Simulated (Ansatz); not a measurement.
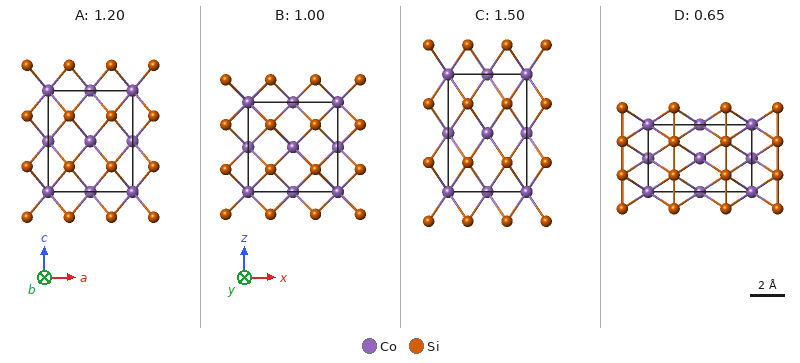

Solid CoSi2 (Fm-3m): the ratio of the cell's length along z to its lengths across, counted as 1 for the reference, is changed at fixed volume (a tetragonal or Bain path), with the atoms kept at their fractional coordinates. x, y and z are the Cartesian axes of the input. Style: ball-and-stick. Shown: the conventional cell (4 times the calculation's cell), along the b axis. Lengths and directions refer to the drawn axes.

Computed with Ansatz, DFT PBEsol, scalar-relativistic, plane waves, PAW. Set-up: plane-wave cutoff 420 eV; k-point mesh 18 × 18 × 18; occupations gaussian; smearing width 0.15 eV; no spin polarisation. Energies (free energies at the smearing named) are counted from the relaxed crystal.

### Rank the frames from lowest to highest energy.

Lowest first: B (the relative ratio 1.00, 0 meV/atom), A (the relative ratio 1.20, 79 meV/atom), C (the relative ratio 1.50, 453 meV/atom), D (the relative ratio 0.65, 1102 meV/atom). Over the whole scan: the lowest computed point lies at the relative ratio 1.00 (0 meV/atom). At the ends of the scan the energy is 1102 meV/atom (0.65) and 453 meV/atom (1.50). The distortion takes the space group from Fm-3m to I4/mmm. At the relative ratio 1.50 the cell of the drawing goes a 5.313 → 4.641 Å, b 5.313 → 4.641 Å, c 5.313 → 6.961 Å.
